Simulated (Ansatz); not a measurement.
# Fe: which magnetic state does the SCF reach?

Wanted: the lowest electronic state of Fe in this cell. One SCF may end in a higher state, so several starts are tried. Fe is taken in its experimental structure (space group Im-3m, primitive cell doubled), 2 atoms in the cell. Source: COD entry 9013483.

The COD cell was measured well above room temperature, so it is larger than a cold one.

Computed with Ansatz 0.2.0 (DFT r2SCAN, PAW, plane waves, scalar-relativistic, unless a step's input says otherwise).

### 1 The system as given

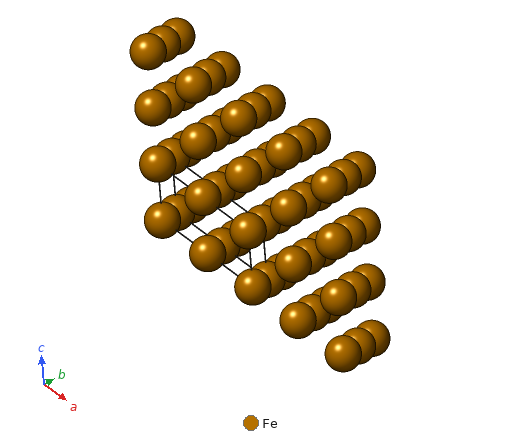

Start, viewed slightly off an axis; iron orange. 2×2×3 cells are drawn. Atoms on the faces are drawn again on the opposite ones.

Coordinates:

```
CELL_PARAMETERS angstrom
-2.89700 2.89700 2.89700
1.44850 -1.44850 1.44850
1.44850 1.44850 -1.44850
ATOMIC_POSITIONS crystal
Fe 0.00000 0.00000 0.00000
Fe 0.50000 0.00000 0.00000
```

Atoms are counted from 1 in the order of input.yaml (Fe2 and so on).

Planned first: parallel moments, plain SCF; opposed moments +-, plain SCF; no spin polarisation; spin on, no moments given (the program may seed its own), plain SCF. Further starts follow from what these give.

A plain SCF has the search for lower states switched off and ends at the first converged state. Ends within 0.2 meV/atom and 0.1 μB count as one state.

The total moment includes the space between the atomic spheres.

### 2 Parallel moments, plain SCF

Input file input.yaml:

```yaml
crystal:
  lattice:
    - [-2.897, 2.897, 2.897]
    - [1.4485, -1.4485, 1.4485]
    - [1.4485, 1.4485, -1.4485]
  atoms:
    - { symbol: Fe, position: [0.0, 0.0, 0.0], spin: 4.0 }
    - { symbol: Fe, position: [0.5, 0.0, 0.0], spin: 4.0 }
magnetization:
  spin_polarized: true
hamiltonian:
  xc: r2scan
  pseudopotentials: { kind: paw }
basis:
  ecutwfc: 500
kpoints:
  mp_grid: { grid: [7, 14, 14] }
scf:
  occupations: { method: gaussian, width: 0.1 }
  lower_state_search: "off"
output:
  forces: true
  stress: true
```

The program printed (excerpt; [...] marks lines left out):

```text
[...]
Pseudopotentials: kind: paw
Pseudopotential: Fe, paw, valence charge 16, recommended cutoff 500 eV (meta_gga), Fe.paw.azcp
Functional definition: r2SCAN
[...]
Crystal: 2 atoms, lattice volume = 24.313 Å³
Basis set: ecut = 500 eV, 633 PW (Γ), exchange–correlation on 160×80×80 points (64 copies of the dense FFT grid, shifted against one another)
Bands: 24, of which v1, the nominal top of the filled ones, is band 16 counted from 1 (15 counted from 0)
Symmetry: 16 space group operations
Space group: Im-3m (ITA 229), of the structure as read, at distance tolerance 2.9e-5 Å
Magnetic group: BNS 229.140 (UNI 1642), of the structure as read, at distance tolerance 2.9e-5 Å
k-points: 228 of 1372
[...]
Starting moments: Σ|m| = 8 μB on 2 of 2 sites
[...]
SCF iter   1: F=-8971.363268 eV  HF=-8970.939658 eV  |F-HF|=4.24e-1  |Δ(HF+E_count)|=         —  Δρ=8.33e-2 (↑8.33e-2 ↓4.81e-2)  dr2=4.82e-1  dr2_τ=3.63e-2  dr2_m=8.69e-1  M=5.907 μB ∫|m|=6.189 μB  β_m=1.15  ethr=1.50e-3  ⟨swp⟩=1.0  Hψ=58179  notcnv=0
[...]
spin-set hold released at iteration 1 (the charge has settled, or the pull on large starting moments outlasts its swing): the magnetisation degrees of freedom join the quasi-Newton model from the next iteration; the mixer history was flushed
[...]
SCF iter  11: F=-8971.772146 eV  HF=-8971.772146 eV  |F-HF|=5.50e-8  |Δ(HF+E_count)|=   8.71e-6  Δρ=5.54e-6 (↑5.54e-6 ↓5.25e-6)  dr2=1.41e-9  dr2_τ=6.84e-10  dr2_m=2.64e-9  M=5.431 μB ∫|m|=6.099 μB  ethr=3.13e-10  ⟨swp⟩=3.0  Hψ=42399  notcnv=0
[...]
this state was not tested for a lower state beside it, because the mixer in use, unlike msr1, does not test its closes by its own steps (another_mixer; see scf.mixing.algorithm and scf.lower_state_search)
SCF converged after 11 iterations
Magnetization: 5.4308 μB (18.7154 up, 13.2846 down)
Absolute magnetization: 6.1004 μB (∫|ρ↑−ρ↓|, with the PAW one-centre terms)
Spin contamination: 0.2575 ħ² per cell (⟨S²⟩ above its minimum at these occupations)
Per-site moments (μB) at R_I (Å): [(2.8742947868525537, 1.0349111828399513), (2.8742947868525537, 1.0349111828399513)]
Free energy (F): -8971.772146 eV
[...]
E sigma→0 (E₀):  -8971.768516 eV
Entropy (-TS):   -0.007260 eV (-3.630 meV/atom)
Fermi energy:    17.099358 eV
[...]
--- Forces (eV/Å), atoms counted from 1 ---
  atom   1  Fe     0.00000000     0.00000000     0.00000000
  atom   2  Fe     0.00000000     0.00000000     0.00000000
[...]
--- Stress (GPa, compression-positive) ---
       -4.415058      -0.000000      -0.000000
       -0.000000      -4.415057      -0.000005
        0.000000      -0.000005      -4.415057
  P = ⅓ Tr σ = -4.4151 GPa (-44.151 kbar)
```

Run time: 24 s. Hardware: 2 threads of an Arm CPU, shared host; peak memory 0.55 GiB.

The state reached is ferromagnetic, site moments Fe1 2.87, Fe2 2.87 μB, total 5.43 μB per cell, no gap on the k-mesh.

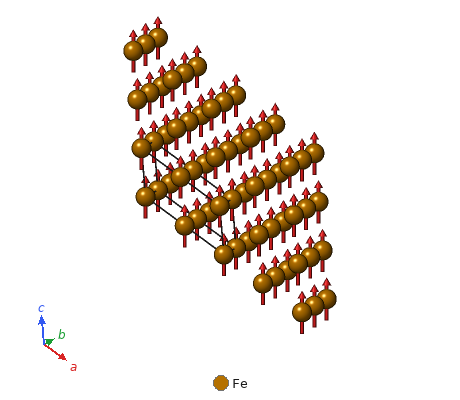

Arrows show the site moments: red and blue are opposite signs, and length grows with size. The axis is drawn upright for the eye.

### 3 Opposed moments +-, plain SCF

input.yaml, as its differences from that of step 2:

```diff
@@ -7,3 +7,3 @@
     - { symbol: Fe, position: [0.0, 0.0, 0.0], spin: 4.0 }
-    - { symbol: Fe, position: [0.5, 0.0, 0.0], spin: 4.0 }
+    - { symbol: Fe, position: [0.5, 0.0, 0.0], spin: -4.0 }
 magnetization:
```

The program printed (excerpt; [...] marks lines left out):

```text
[... 12 lines as in an earlier run ...]
Symmetry: 8 space group operations
Space group: Cmmm (ITA 65), of the structure as read, at distance tolerance 2.9e-5 Å
Magnetic group: BNS 65.490 (UNI 588), of the structure as read, at distance tolerance 2.9e-5 Å
[... 6 lines as in an earlier run ...]
Starting moments: Σ|m| = 8 μB on 2 of 2 sites
Starting magnetic order: antiferromagnet; a translation exchanges its spin sublattices: spin-degenerate at every k-point
[... 2 lines as in an earlier run ...]
spin-down is spin-up translated by (0.5, 0, 0): one eigenproblem is solved per k-point and the antiferromagnetic symmetry of the starting moments is kept exactly by this SCF (crystal.symmetry.spin_inversion_symmetry: false solves both channels; [...]
[... 1 line as in an earlier run ...]
SCF converged after 15 iterations
Magnetization: 0.0000 μB (16.0000 up, 16.0000 down)
Absolute magnetization: 5.5248 μB (∫|ρ↑−ρ↓|, with the PAW one-centre terms)
Spin contamination: 2.5036 ħ² per cell (⟨S²⟩ above its minimum at these occupations)
Per-site moments (μB) at R_I (Å): [(2.6671518420772187, 1.0349111828399513), (-2.6671518420772187, 1.0349111828399513)]
Free energy (F): -8971.040236 eV
[...]
E sigma→0 (E₀):  -8971.033889 eV
Entropy (-TS):   -0.012695 eV (-6.347 meV/atom)
Fermi energy:    17.464224 eV
[...]
--- Forces (eV/Å), atoms counted from 1 ---
  atom   1  Fe     0.00000000     0.00000000    -0.00000000
  atom   2  Fe    -0.00000000     0.00000000     0.00000000
[...]
--- Stress (GPa, compression-positive) ---
       -5.457306      -0.000000      -0.000000
       -0.000000      -6.329583       9.041330
       -0.000000       9.041330      -6.329583
  P = ⅓ Tr σ = -6.0388 GPa (-60.388 kbar)
```

Wall time 18 s (2 threads of an Arm CPU, shared host); peak memory 0.54 GiB.

Result: antiferromagnetic (magnetic neighbours of Fe1 with a moment over 0.3 of its own that point the other way: 4 of 8 at 2.51 Å, 4 of 6 at 2.90 Å), site moments Fe1 2.67, Fe2 -2.67 μB, total 0.00 μB per cell, no gap on the k-mesh. Against step 2, the lowest until now, it is 366 meV/atom higher.

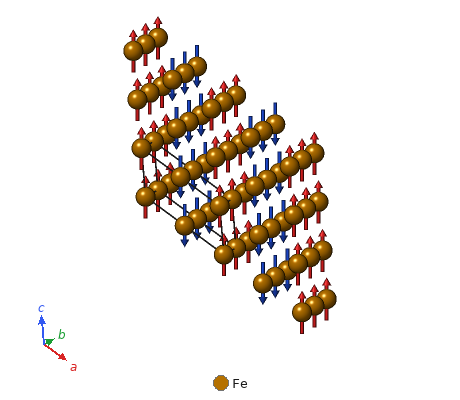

Arrows show the site moments: red and blue are opposite signs, and length grows with size. The axis is drawn upright for the eye.

### 4 No spin polarisation

input.yaml, as its differences from that of step 3:

```diff
@@ -6,6 +6,4 @@
   atoms:
-    - { symbol: Fe, position: [0.0, 0.0, 0.0], spin: 4.0 }
-    - { symbol: Fe, position: [0.5, 0.0, 0.0], spin: -4.0 }
-magnetization:
-  spin_polarized: true
+    - { symbol: Fe, position: [0.0, 0.0, 0.0] }
+    - { symbol: Fe, position: [0.5, 0.0, 0.0] }
 hamiltonian:
```

The program printed (excerpt; [...] marks lines left out):

```text
[... 11 lines as in an earlier run ...]
Bands: 20, of which v1, the nominal top of the filled ones, is band 16 counted from 1 (15 counted from 0)
[... 7 lines as in an earlier run ...]
[...]
[... 2 lines as in an earlier run ...]
SCF iter   1: F=-8969.136883 eV  HF=-8969.077798 eV  |F-HF|=5.91e-2  |Δ(HF+E_count)|=         —  Δρ=1.36e-2  dr2=1.11e-2  dr2_τ=4.55e-2  ethr=1.77e-3  ⟨swp⟩=5.0  Hψ=39662  notcnv=0  defer=79
[...]
SCF iter   7: F=-8969.155207 eV  HF=-8969.155207 eV  |F-HF|=9.26e-9  |Δ(HF+E_count)|=   4.25e-8  Δρ=1.25e-5  dr2=1.13e-8  dr2_τ=5.88e-10  ethr=3.13e-10  ⟨swp⟩=4.4  Hψ=18094  notcnv=0
[...]
SCF converged after 7 iterations
Free energy (F): -8969.155207 eV
[...]
E sigma→0 (E₀):  -8969.138813 eV
Entropy (-TS):   -0.032789 eV (-16.394 meV/atom)
Fermi energy:    16.991813 eV
[...]
--- Forces (eV/Å), atoms counted from 1 ---
  atom   1  Fe     0.00000000     0.00000000     0.00000000
  atom   2  Fe     0.00000000     0.00000000     0.00000000
[...]
--- Stress (GPa, compression-positive) ---
      -35.792783       0.000000      -0.000000
       -0.000000     -35.793797       0.000014
       -0.000000       0.000014     -35.793797
  P = ⅓ Tr σ = -35.7935 GPa (-357.935 kbar)
```

It took 9.2 s on 2 threads of an Arm CPU, shared host; peak memory 0.48 GiB.

The state reached is non-magnetic (no spin polarisation), no gap on the k-mesh. It lies 1308 meV/atom above the lowest state so far (step 2).

### 5 Spin on, no moments given (the program may seed its own), plain SCF

input.yaml, as its differences from that of step 4:

```diff
@@ -21 +21,3 @@
   stress: true
+magnetization:
+  spin_polarized: true
```

The program printed (excerpt; [...] marks lines left out):

```text
band count auto-derived: 24 (N_el = 32.0; filled up to band 16; 20 by the electrons, moments and atoms)
[... 22 lines as in an earlier run ...]
SCF iter   1: F=-8968.527612 eV  HF=-8969.260579 eV  |F-HF|=7.33e-1  |Δ(HF+E_count)|=         —  Δρ=4.44e-2 (↑4.44e-2 ↓4.44e-2)  dr2=1.09e0  dr2_τ=1.14e-2  dr2_m=0.00e0  M=0.000 μB ∫|m|=0.000 μB  β_m=0.30  ethr=3.10e-3  ⟨swp⟩=4.7  Hψ=21388  notcnv=0  defer=40
[...]
SCF iter  11: F=-8971.772146 eV  HF=-8971.772146 eV  |F-HF|=5.73e-10  |Δ(HF+E_count)|=   1.39e-7  Δρ=1.77e-6 (↑1.64e-6 ↓1.77e-6)  dr2=1.80e-9  dr2_τ=4.53e-11  dr2_m=8.78e-11  M=5.431 μB ∫|m|=6.099 μB  ethr=3.13e-10  ⟨swp⟩=4.0  Hψ=32321  notcnv=0
[...]
SCF converged after 11 iterations
Magnetization: 5.4307 μB (18.7154 up, 13.2846 down)
Absolute magnetization: 6.1004 μB (∫|ρ↑−ρ↓|, with the PAW one-centre terms)
Spin contamination: 0.2574 ħ² per cell (⟨S²⟩ above its minimum at these occupations)
Per-site moments (μB) at R_I (Å): [(2.8742633811550653, 1.0349111828399513), (2.8742633811550653, 1.0349111828399513)]
Free energy (F): -8971.772146 eV
[...]
E sigma→0 (E₀):  -8971.768515 eV
Entropy (-TS):   -0.007261 eV (-3.631 meV/atom)
Fermi energy:    17.099247 eV
[... 26 lines left out: energy terms, forces, stress ...]
```

Wall time 21 s (2 threads of an Arm CPU, shared host); peak memory 0.57 GiB.

Nothing new: the 11 iterations lead to the state found in step 2 (ferromagnetic).

### 6 Parallel moments scaled by 0.03, plain SCF

input.yaml, as its differences from that of step 5:

```diff
@@ -6,4 +6,6 @@
   atoms:
-    - { symbol: Fe, position: [0.0, 0.0, 0.0] }
-    - { symbol: Fe, position: [0.5, 0.0, 0.0] }
+    - { symbol: Fe, position: [0.0, 0.0, 0.0], spin: 0.12 }
+    - { symbol: Fe, position: [0.5, 0.0, 0.0], spin: 0.12 }
+magnetization:
+  spin_polarized: true
 hamiltonian:
@@ -21,3 +23 @@
   stress: true
-magnetization:
-  spin_polarized: true
```

The program printed (excerpt; [...] marks lines left out):

```text
[... 11 lines as in an earlier run ...]
Bands: 21, of which v1, the nominal top of the filled ones, is band 16 counted from 1 (15 counted from 0)
[... 9 lines as in an earlier run ...]
Starting moments: Σ|m| = 0.24 μB on 2 of 2 sites
[... 2 lines as in an earlier run ...]
SCF iter   1: F=-8968.563051 eV  HF=-8969.269555 eV  |F-HF|=7.07e-1  |Δ(HF+E_count)|=         —  Δρ=6.02e-2 (↑2.88e-2 ↓6.02e-2)  dr2=1.08e0  dr2_τ=1.21e-2  dr2_m=6.34e-2  M=0.490 μB ∫|m|=0.492 μB  β_m=1.00  ethr=3.10e-3  ⟨swp⟩=4.2  Hψ=37365  notcnv=0
[...]
spin-set hold released at iteration 7 (site moments contracting): the magnetisation degrees of freedom join the quasi-Newton model from the next iteration; the mixer history was flushed
[...]
SCF iter  25: F=-8971.772146 eV  HF=-8971.772146 eV  |F-HF|=1.10e-7  |Δ(HF+E_count)|=   1.92e-6  Δρ=7.20e-6 (↑7.20e-6 ↓5.68e-6)  dr2=2.34e-9  dr2_τ=7.22e-10  dr2_m=6.08e-9  M=5.431 μB ∫|m|=6.099 μB  ethr=3.12e-10  ⟨swp⟩=4.7  Hψ=34328  notcnv=0
[...]
[... 1 line as in an earlier run ...]
SCF converged after 25 iterations
Magnetization: 5.4308 μB (18.7154 up, 13.2846 down)
Absolute magnetization: 6.1004 μB (∫|ρ↑−ρ↓|, with the PAW one-centre terms)
Spin contamination: 0.2575 ħ² per cell (⟨S²⟩ above its minimum at these occupations)
Per-site moments (μB) at R_I (Å): [(2.8742959633791942, 1.0349111828399513), (2.8742959633791942, 1.0349111828399513)]
Free energy (F): -8971.772146 eV
[...]
E sigma→0 (E₀):  -8971.768516 eV
Entropy (-TS):   -0.007260 eV (-3.630 meV/atom)
Fermi energy:    17.099325 eV
[... 26 lines left out: energy terms, forces, stress ...]
```

Wall time 44 s (2 threads of an Arm CPU, shared host); peak memory 0.54 GiB.

The run ends in the same state as step 2 (ferromagnetic); it took 25 iterations.

### 7 Moments ++ scaled by 0.5, plain SCF

input.yaml, as its differences from that of step 6:

```diff
@@ -6,4 +6,4 @@
   atoms:
-    - { symbol: Fe, position: [0.0, 0.0, 0.0], spin: 0.12 }
-    - { symbol: Fe, position: [0.5, 0.0, 0.0], spin: 0.12 }
+    - { symbol: Fe, position: [0.0, 0.0, 0.0], spin: 2.0 }
+    - { symbol: Fe, position: [0.5, 0.0, 0.0], spin: 2.0 }
 magnetization:
```

The program printed (excerpt; [...] marks lines left out):

```text
[... 11 lines as in an earlier run ...]
Bands: 22, of which v1, the nominal top of the filled ones, is band 16 counted from 1 (15 counted from 0)
[... 9 lines as in an earlier run ...]
Starting moments: Σ|m| = 4 μB on 2 of 2 sites
[... 2 lines as in an earlier run ...]
[...]
SCF iter   1: F=-8970.931711 eV  HF=-8970.521597 eV  |F-HF|=4.10e-1  |Δ(HF+E_count)|=         —  Δρ=9.11e-2 (↑3.36e-2 ↓9.11e-2)  dr2=5.27e-1  dr2_τ=2.02e-2  dr2_m=8.49e-1  M=4.544 μB ∫|m|=4.581 μB  β_m=1.00  ethr=1.64e-3  ⟨swp⟩=1.0  Hψ=54163  notcnv=0
[...]
spin-set hold released at iteration 6 (site moments contracting): the magnetisation degrees of freedom join the quasi-Newton model from the next iteration; the mixer history was flushed
[...]
SCF iter  17: F=-8971.772146 eV  HF=-8971.772146 eV  |F-HF|=7.97e-8  |Δ(HF+E_count)|=   2.28e-6  Δρ=2.38e-6 (↑2.19e-6 ↓2.38e-6)  dr2=2.51e-10  dr2_τ=1.28e-10  dr2_m=8.47e-10  M=5.431 μB ∫|m|=6.099 μB  ethr=5.87e-11  ⟨swp⟩=4.3  Hψ=34167  notcnv=0
[...]
[... 1 line as in an earlier run ...]
SCF converged after 17 iterations
Magnetization: 5.4309 μB (18.7155 up, 13.2845 down)
Absolute magnetization: 6.1006 μB (∫|ρ↑−ρ↓|, with the PAW one-centre terms)
Spin contamination: 0.2575 ħ² per cell (⟨S²⟩ above its minimum at these occupations)
Per-site moments (μB) at R_I (Å): [(2.874365838946344, 1.0349111828399513), (2.874365838946344, 1.0349111828399513)]
Free energy (F): -8971.772146 eV
[...]
E sigma→0 (E₀):  -8971.768517 eV
Entropy (-TS):   -0.007257 eV (-3.629 meV/atom)
Fermi energy:    17.099407 eV
[... 26 lines left out: energy terms, forces, stress ...]
```

It took 33 s on 2 threads of an Arm CPU, shared host; peak memory 0.54 GiB.

The run ends in the same state as step 2 (ferromagnetic); it took 17 iterations.

### 8 A moment on one site alone, plain SCF

input.yaml, as its differences from that of step 7:

```diff
@@ -6,4 +6,4 @@
   atoms:
-    - { symbol: Fe, position: [0.0, 0.0, 0.0], spin: 2.0 }
-    - { symbol: Fe, position: [0.5, 0.0, 0.0], spin: 2.0 }
+    - { symbol: Fe, position: [0.0, 0.0, 0.0], spin: 4.0 }
+    - { symbol: Fe, position: [0.5, 0.0, 0.0] }
 magnetization:
```

The program printed (excerpt; [...] marks lines left out):

```text
[... 14 lines as in an earlier run ...]
Magnetic group: BNS 65.481 (UNI 579), of the structure as read, at distance tolerance 2.9e-5 Å
[... 6 lines as in an earlier run ...]
Starting moments: Σ|m| = 4 μB on 1 of 2 sites
[... 2 lines as in an earlier run ...]
SCF iter   1: F=-8966.026397 eV  HF=-8970.491384 eV  |F-HF|=4.46e0  |Δ(HF+E_count)|=         —  Δρ=8.15e-2 (↑8.15e-2 ↓5.68e-2)  dr2=5.11e0  dr2_τ=3.13e-2  dr2_m=2.57e-1  M=3.898 μB ∫|m|=3.998 μB  β_m=0.30  ethr=3.10e-3  ⟨swp⟩=4.5  Hψ=38814  notcnv=0
[...]
spin-set hold released at iteration 6 (the charge has settled, or the pull on large starting moments outlasts its swing): the magnetisation degrees of freedom join the quasi-Newton model from the next iteration; the mixer history was flushed
[...]
SCF iter  25: F=-8971.772146 eV  HF=-8971.772146 eV  |F-HF|=5.52e-9  |Δ(HF+E_count)|=   9.60e-8  Δρ=1.92e-6 (↑1.80e-6 ↓1.92e-6)  dr2=9.14e-10  dr2_τ=2.41e-11  dr2_m=1.22e-10  M=5.431 μB ∫|m|=6.099 μB  ethr=5.93e-11  ⟨swp⟩=4.0  Hψ=31490  notcnv=0
[...]
[... 1 line as in an earlier run ...]
SCF converged after 25 iterations
Magnetization: 5.4308 μB (18.7154 up, 13.2846 down)
Absolute magnetization: 6.1004 μB (∫|ρ↑−ρ↓|, with the PAW one-centre terms)
Spin contamination: 0.2575 ħ² per cell (⟨S²⟩ above its minimum at these occupations)
Per-site moments (μB) at R_I (Å): [(2.8742754804128716, 1.0349111828399513), (2.8742691068633914, 1.0349111828399513)]
Free energy (F): -8971.772146 eV
[...]
E sigma→0 (E₀):  -8971.768516 eV
Entropy (-TS):   -0.007261 eV (-3.631 meV/atom)
Fermi energy:    17.099284 eV
[... 26 lines left out: energy terms, forces, stress ...]
```

It took 44 s on 2 threads of an Arm CPU, shared host; peak memory 0.56 GiB.

This is the state of step 2 again (ferromagnetic), after 25 iterations.

### 9 Parallel moments, spin not held back in the first iterations, no switch to direct minimisation

input.yaml, as its differences from that of step 8:

```diff
@@ -7,3 +7,3 @@
     - { symbol: Fe, position: [0.0, 0.0, 0.0], spin: 4.0 }
-    - { symbol: Fe, position: [0.5, 0.0, 0.0] }
+    - { symbol: Fe, position: [0.5, 0.0, 0.0], spin: 4.0 }
 magnetization:
@@ -20,2 +20,4 @@
   lower_state_search: "off"
+  algorithm: density_mixing
+  mixing: { spin_hold: "off" }
 output:
```

The program printed (excerpt; [...] marks lines left out):

```text
[... 21 lines as in an earlier run ...]
Starting moments: Σ|m| = 8 μB on 2 of 2 sites
[... 2 lines as in an earlier run ...]
[...]
SCF iter   1: F=-8971.326729 eV  HF=-8969.926604 eV  |F-HF|=1.40e0  |Δ(HF+E_count)|=         —  Δρ=9.73e-2 (↑9.73e-2 ↓6.34e-2)  dr2=3.52e-1  dr2_τ=1.12e-1  dr2_m=1.38e0  M=5.888 μB ∫|m|=5.989 μB  β_m=1.14  ethr=1.10e-3  ⟨swp⟩=1.0  Hψ=58009  notcnv=0
[...]
SCF iter  13: F=-8971.772146 eV  HF=-8971.772146 eV  |F-HF|=3.14e-8  |Δ(HF+E_count)|=   1.66e-7  Δρ=2.50e-6 (↑2.50e-6 ↓2.12e-6)  dr2=2.13e-10  dr2_τ=5.49e-11  dr2_m=9.10e-10  M=5.431 μB ∫|m|=6.099 μB  ethr=2.85e-11  ⟨swp⟩=3.9  Hψ=30829  notcnv=0
[...]
[... 1 line as in an earlier run ...]
SCF converged after 13 iterations
Magnetization: 5.4307 μB (18.7154 up, 13.2846 down)
Absolute magnetization: 6.1003 μB (∫|ρ↑−ρ↓|, with the PAW one-centre terms)
Spin contamination: 0.2574 ħ² per cell (⟨S²⟩ above its minimum at these occupations)
Per-site moments (μB) at R_I (Å): [(2.874253368425076, 1.0349111828399513), (2.874253368425076, 1.0349111828399513)]
Free energy (F): -8971.772146 eV
[...]
E sigma→0 (E₀):  -8971.768515 eV
Entropy (-TS):   -0.007262 eV (-3.631 meV/atom)
Fermi energy:    17.099259 eV
[... 26 lines left out: energy terms, forces, stress ...]
```

Wall time 26 s (2 threads of an Arm CPU, shared host); peak memory 0.56 GiB.

Nothing new: the 13 iterations lead to the state found in step 2 (ferromagnetic).

### 10 Comparing the starts

```tsv
step	iterations	state	moments of Fe1 Fe2 (μB)	total (μB)	gap (eV)	pressure (GPa)	above lowest (meV/atom)
2	11	1	2.87 2.87	5.43	none	-4.4	0.0
3	15	2	2.67 -2.67	0.00	none	-6.0	366
4	7	3	0.00 0.00	0.00	none	-35.8	1308
5	11	1	2.87 2.87	5.43	none	-4.4	0.0
6	25	1	2.87 2.87	5.43	none	-4.4	0.0
7	17	1	2.87 2.87	5.43	none	-4.4	0.0
8	25	1	2.87 2.87	5.43	none	-4.4	0.0
9	13	1	2.87 2.87	5.43	none	-4.4	0.0
```

States are numbered from the lowest. Starts by step: 2 parallel moments, plain SCF; 3 opposed moments +-, plain SCF; 4 no spin polarisation; 5 spin on, no moments given (the program may seed its own), plain SCF; 6 parallel moments scaled by 0.03, plain SCF; 7 moments ++ scaled by 0.5, plain SCF; 8 a moment on one site alone, plain SCF; 9 parallel moments, spin not held back in the first iterations, no switch to direct minimisation.

The 8 runs of this session took 3.7 min in all, from 9.2 s to 44 s each.

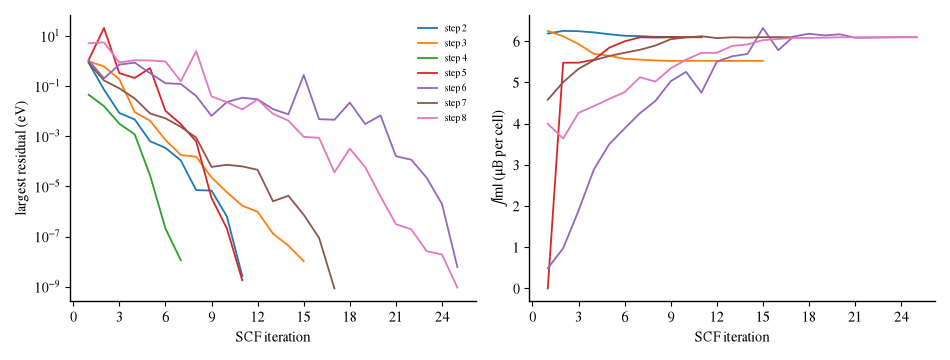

Residual and absolute moment along the iterations (7 of the 8 runs).

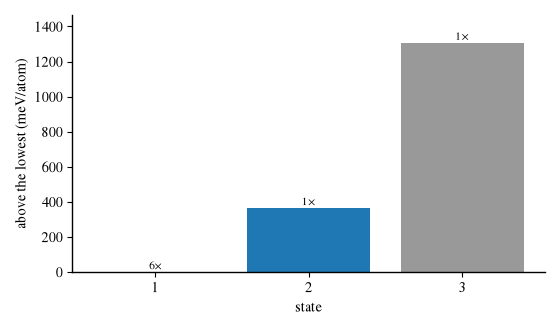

Energy of each distinct state, with the number of starts that reached it (red ferromagnetic, blue opposed moments, grey non-magnetic, green other).

### 11 Results

| quantity | value |
| --- | --- |
| distinct states | 3 from 8 converged runs |
| lowest state from plain starts | ferromagnetic |
| its moments | Fe1 2.87, Fe2 2.87 μB |
| total moment | 5.43 μB per cell |
| gap on the k-mesh | none |
| pressure | -4.4 GPa |
| largest force | 0.000 eV/Å |
| next state | antiferromagnetic, 366 meV/atom higher |
| highest state | non-magnetic (no spin polarisation), 1308 meV/atom higher |

**Reading.** Distinct end states: 3, from 8 converged runs. Switching spin polarisation off costs 1308 meV/atom in free energy, smearing entropy included. The best antiferromagnetic state lies 366 meV/atom above the best ferromagnetic one. A lower state than any found can't be excluded.
